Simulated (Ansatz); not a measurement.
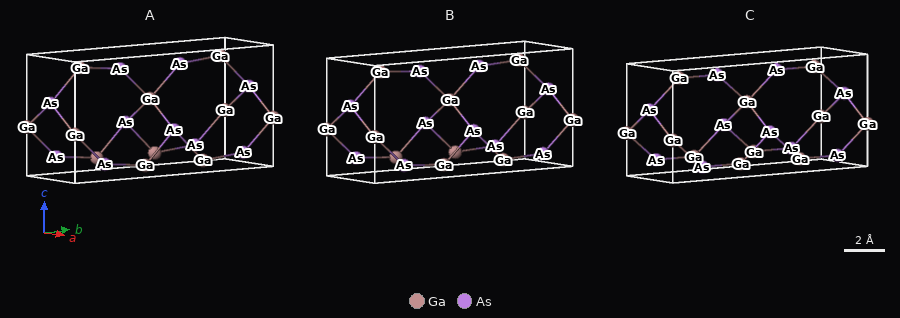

3 geometries from one relaxation of crystalline GaAs (a generated structure, set up in Pmmn) (coarse preliminary run), in shuffled order. A ball-and-stick model of the cell of the calculation, seen from a free direction.

Theory: DFT PBE, scalar-relativistic, plane waves, PAW in Ansatz 0.2.0. Settings: plane-wave cutoff 420 eV; k-point mesh 4 × 2 × 4; occupations gaussian; smearing width 0.1 eV; no spin polarisation; cell and atoms relaxed; force threshold 0.04 eV/Å; at most 70 steps.

Put them in the order of the run, from the start to the converged end.

C, B, A. They are steps 0, 1, 5, at +1.406 eV per cell of the calculation, +0.135 eV per cell of the calculation relative to the last. After 4 accepted moves (5 points after the start) the energy has fallen by 1.406 eV per cell of the calculation. Largest force component: 0.8 eV/Å at the start, 0.035 eV/Å at the end. The pressure goes from 10.55 to 0.02 GPa. At 1 point the geometry stayed and the basis and grid were re-selected for the new cell (energy shift of 13.6 meV per cell of the calculation at most each time). The largest moves relative to the cell, 0.16 Å, are those of Ga atoms. Largest moves by element: Ga 0.16 Å, As 0.10 Å. The volume changes by +15.5 %, with a 3.919 → 4.102 Å (+4.7 %), b 12.217 → 12.456 Å (+2.0 %), c 5.690 → 6.159 Å (+8.2 %). Near-neighbour distances that change, for instance: As–Ga 2.387 → 2.547 Å, As–Ga 2.386 → 2.506 Å, As–Ga 2.381 → 2.481 Å. Among the angles between lasting bonds that change: As–Ga–As 141.4° → 132.0°, Ga–As–Ga 102.7° → 94.4°, As–Ga–As 102.7° → 97.6°. The space group stays Pmmn (No. 59). Cost: 4.5 min on 1 thread of Arm Neoverse V1 (shared host), peak memory 0.8 GiB.
